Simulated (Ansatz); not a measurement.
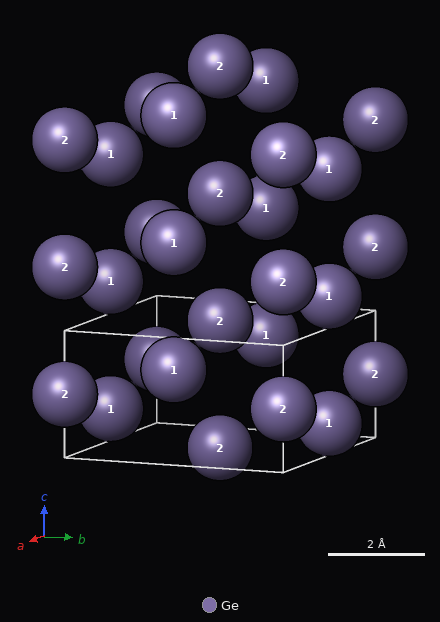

The structure (spheres-only view of the cell 2 times as large as that of the calculation, set on its symmetry axes, repeated 1 × 1 × 3, seen slightly off an axis; atoms are numbered from 1 in the order of the input). An atom can appear more than once, as a periodic image.

## Ge: single-point calculation

- system: Ge (I4₁/amd, 2 atoms in the cell)
- method: DFT r2SCAN, scalar-relativistic, plane waves, PAW, no spin polarisation (Ansatz 0.2.0)

The structure derives from a Materials Project entry. It belongs to a series of runs on one base structure; here: strain -0.030 along x and y, -0.030 along z, atoms carried along. Figures and captions count atoms from 1; the log counts them from 0 in places.

Input file
```yaml
crystal:
  lattice:
    - [-2.4972550274, 2.4972550274, 1.3554902639]
    - [2.4972550274, -2.4972550274, 1.3554902639]
    - [2.4972550274, 2.4972550274, -1.3554902639]
  atoms:
    - { symbol: Ge, position: [0.25, 0.75, 0.5] }
    - { symbol: Ge, position: [0.5, 0.5, 0.0] }
basis:
  ecutwfc: 500
kpoints:
  mp_grid: { grid: [20, 20, 20] }
hamiltonian:
  xc: r2scan
scf:
  occupations: { method: gaussian, width: 0.15 }
output:
  forces: true
  stress: true
  eigenvalues: true
  write_density: true
  write_potential: true
  elf: true
  volumetric_format: npy
```

Run as:
```bash
ansatz run input.yaml --threads 1 --pin off --max-ram 2560MiB --backend cpu --events-out ev --progress --plain --runs-dir out
```

The program's output
```
Engine: ansatz 0.2.0, aarch64-unknown-linux-gnu
Pseudopotentials: kind: paw
Pseudopotential: Ge, paw, valence charge 14, recommended cutoff 500 eV (meta_gga), Ge.paw.azcp
Functional definition: r2SCAN
  parameter k0 = 0.174
  parameter k1 = 0.065
  parameter a1 = 4.9479
  exchange = r2scan_x(k0 = k0, k1 = k1, a1 = a1)
  correlation = r2scan_c
Crystal: 2 atoms, lattice volume = 33.813 Å³
Basis set: ecut = 500 eV, 845 PW (Γ), exchange–correlation on 120×120×120 points (64 copies of the dense FFT grid, shifted against one another)
Bands: 18, of which v1, the nominal top of the filled ones, is band 14 counted from 1 (13 counted from 0)
Symmetry: 16 space group operations
Space group: I41/amd (ITA 141), of the structure as read, at distance tolerance 3.2e-5 Å
k-points: 641 of 8000
Non-local potential: Ge, projectors of the file, l = 0: 2, l = 1: 2, l = 2: 3, l = 3: 1
PAW form: soft (Blöchl's): semilocal exchange-correlation on the pseudo side does not see the compensation charge
PAW frozen core: Ge, regenerated for the run's functional (the file was generated under x = pbe(κ = 0.804, μ = 0.2195149727645171), c = pbe(β = 0.06672455060314922))
PAW one-centre angular grid: Ge, 590 points (default); XC on 160 Gauss nodes
Initial density: superposition of atomic densities (neutral atoms: chi_scale 0, normalization atom), corrected by the library's trained network
Initial wavefunctions: pseudopotential atomic-orbital guess
Functional: x = r2scan, c = r2scan; τ floored in thin density (d = 2e-4 eV/Å³)
SCF iter   1: F=—  HF=-8604.950262 eV  |F-HF|=—  |Δ(HF+E_count)|=         —  Δρ=7.52e-3  dr2=6.31e-3  dr2_τ=3.25e-3  ethr=1.77e-3  ⟨swp⟩=5.1  Hψ=47708  notcnv=0
preconditioner: auto → Kerker (q_TF=auto, 2.644 Å⁻¹)  [metal: Δε(μ)=0.015 eV  Ē_g=25.031 eV  σ=0.150 eV  W_gap=0.06  n_scr=16 (ndim 8)  ℏωp=33.8 eV  f_vac=0.000  D(μ)=0.65/eV (n_scr^D=4)]
SCF iter   2: F=—  HF=-8604.990606 eV  |F-HF|=—  |Δ(HF+E_count)|=   4.03e-2  Δρ=2.77e-3  dr2=1.31e-3  dr2_τ=2.87e-5  ethr=2.25e-5  ⟨swp⟩=2.0  Hψ=28106  notcnv=0  defer=83
SCF iter   3: F=—  HF=-8604.991319 eV  |F-HF|=—  |Δ(HF+E_count)|=   7.13e-4  Δρ=1.96e-3  dr2=7.53e-4  dr2_τ=7.66e-6  ethr=4.68e-6  ⟨swp⟩=1.8  Hψ=13723  notcnv=0  defer=83
SCF iter   4: F=—  HF=-8604.991818 eV  |F-HF|=—  |Δ(HF+E_count)|=   4.98e-4  Δρ=3.54e-4  dr2=2.46e-5  dr2_τ=2.86e-7  ethr=2.69e-6  ⟨swp⟩=2.0  Hψ=14042  notcnv=0  defer=83
SCF iter   5: F=—  HF=-8604.991827 eV  |F-HF|=—  |Δ(HF+E_count)|=   9.74e-6  Δρ=1.03e-4  dr2=3.83e-6  dr2_τ=3.38e-8  ethr=8.80e-8  ⟨swp⟩=2.4  Hψ=20487  notcnv=0  defer=83
SCF iter   6: F=-8604.991830 eV  HF=-8604.991830 eV  |F-HF|=1.66e-8  |Δ(HF+E_count)|=   2.69e-6  Δρ=1.14e-5  dr2=2.18e-8  dr2_τ=3.30e-10  ethr=3.57e-10  ⟨swp⟩=6.6  Hψ=70123  notcnv=0
SCF 1 converged in 6 iterations: F = -8604.991830 eV  dr2 = 2.18e-8
  greatest PAW one-centre occupation: 0.998 electrons in one spin orbital (limit 2), on the Ge atom at site 1 (counted from 0), in its partial waves of l = 2
SCF converged after 6 iterations
Free energy (F): -8604.991830 eV
Harris-Foulkes:  -8604.991830 eV  (|F-HF|=1.66e-8)
Internal energy: -8604.984547 eV  (E = F + TS)
E sigma→0 (E₀):  -8604.988188 eV
Entropy (-TS):   -0.007283 eV (-3.642 meV/atom)
Fermi energy:    12.575957 eV
--- Per-component energies (eV) ---
  E_band       = -202.948746
  E_kinetic    = 224.297300
  E_local      = -4144.014495  (includes V_loc(G=0)·N_el)
  E_nonlocal   = 837.298251
  E_hartree    = 1827.357562
  E_xc         = -139.815183
  E_vxc        = -138.263374  (∫ρ·V_xc dr)
  E_paw        = -4064.840866  (= ΣΔE_a)
  E_vpaw       = -644.795814  (= ΣTr[D̂ρ^β])
  E_aug_tail   = 0.000035  (compensation charges beyond the density's cutoff)
  E_vtau       = 7.816317  (kinetic-family band-sum trace: ∫τ·v_τ [+ j·A + Jᵃ·Aᵃ] dr)
  E_ewald      = -3143.095620
  E_core_change = -2.171532  (= ΣΔE_core)
  E_smearing   = -0.007283  (= −TS)
  E_closure    = 0.000000  (closes the sum)
  Σ components = -8604.991830   (vs F -8604.991830, Δ=0.00e0)
--- Forces (eV/Å), atoms counted from 1 ---
  atom   1  Ge    -0.00000000     0.00000000     0.00000000
  atom   2  Ge    -0.00000000     0.00000000     0.00000000
  max |Σ_I F_I| component: 6.94e-18 eV/Å
--- Stress (GPa, compression-positive) ---
        9.054657       0.000000       0.000000
        0.000000       9.054657       0.000000
        0.000000       0.000000      10.642319
  P = ⅓ Tr σ = 9.5839 GPa (95.839 kbar)
--- Band table (eV; the first three rows and the last of 641) ---
  k-point 0: bands = ["-12.9943", "-12.9295", "-12.8940", "-12.8916", "-12.7385", "-12.7385", "-12.7309", "-12.7309", "-12.6458", "-12.5625", "-2.2356", "8.7772", "9.7259", "9.7259", "16.0819", "21.2134", "21.2134", "21.9057"]
  k-point 1: bands = ["-12.9925", "-12.9298", "-12.8927", "-12.8923", "-12.7393", "-12.7376", "-12.7304", "-12.7303", "-12.6469", "-12.5644", "-2.2043", "8.2357", "9.7606", "10.1945", "16.2419", "20.6886", "21.0395", "22.1660"]
  k-point 2: bands = ["-12.9871", "-12.9310", "-12.8956", "-12.8871", "-12.7419", "-12.7350", "-12.7290", "-12.7283", "-12.6503", "-12.5701", "-2.1107", "7.3616", "9.8645", "10.8565", "16.7152", "19.8155", "20.5745", "22.0655"]
  k-point 640: bands = ["-12.9381", "-12.9381", "-12.7779", "-12.7779", "-12.7453", "-12.7453", "-12.7350", "-12.7350", "-12.7263", "-12.7263", "2.9651", "2.9651", "5.7343", "5.7343", "19.5129", "19.5129", "25.3834", "25.3834"]
```

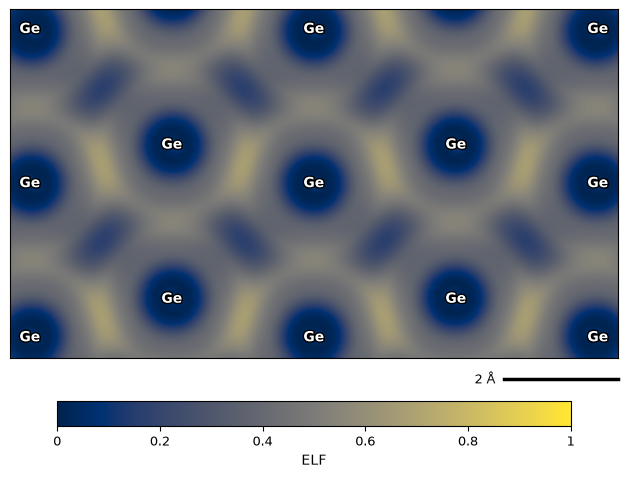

ELF on the (010) plane of the conventional cell. The section cuts through Ge sites. Ge–Ge (2.59 Å): the ELF peaks at about 0.70 between the atoms. The fields are those of the smooth PAW valence density.

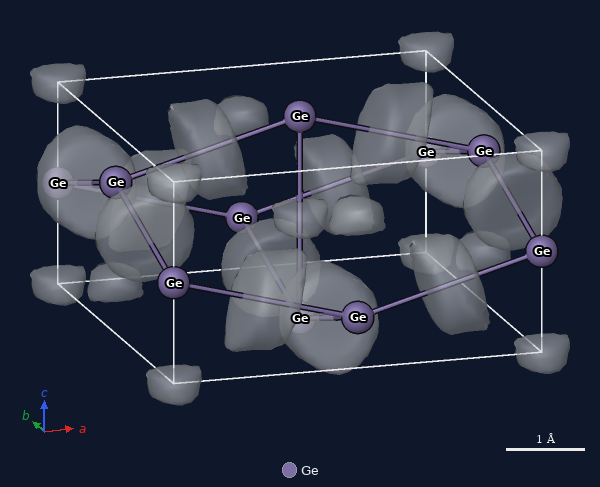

Isosurface of the ELF at 0.5 (grey), seen slightly off an axis. Core shells and regions of very low density are left out. Sticks mark near contacts. The outline is the cell set on symmetry axes. Values along the shortest contacts: Ge–Ge (2.59 Å): the ELF peaks at about 0.70 between the atoms. Ge–Ge (2.71 Å): the ELF is about 0.55 at the midpoint (nearly free electrons, as in a simple metal).

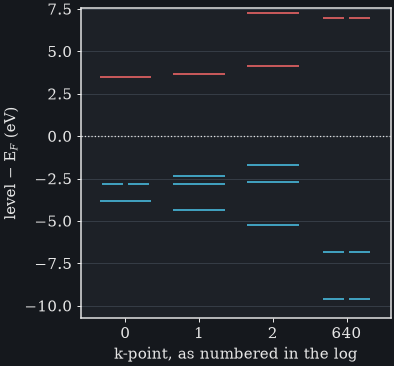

Kohn–Sham levels near the Fermi level (dotted) at the few k-points that the log prints; levels within 0.02 eV of each other stand side by side. The system is metallic on the full mesh.

Summary

| quantity | value |
| --- | --- |
| outcome | converged |
| space group (tolerance 0.01 Å) | I4₁/amd (141) |
| electrons treated | 28 |
| free energy | −8604.9918 eV |
| Fermi energy | 12.576 eV |
| gap on the k-point mesh | none (metallic) |
| pressure | 9.58 GPa |
| largest force (length of the vector) | under 0.001 eV/Å |
| hardware | 1 thread of Arm Neoverse V1, 24 GiB of memory available, shared host |
| wall time | 66 s |
| peak memory | 0.72 GiB |

The cell is under a pressure of 9.6 GPa at this level, so it is not at its equilibrium volume.
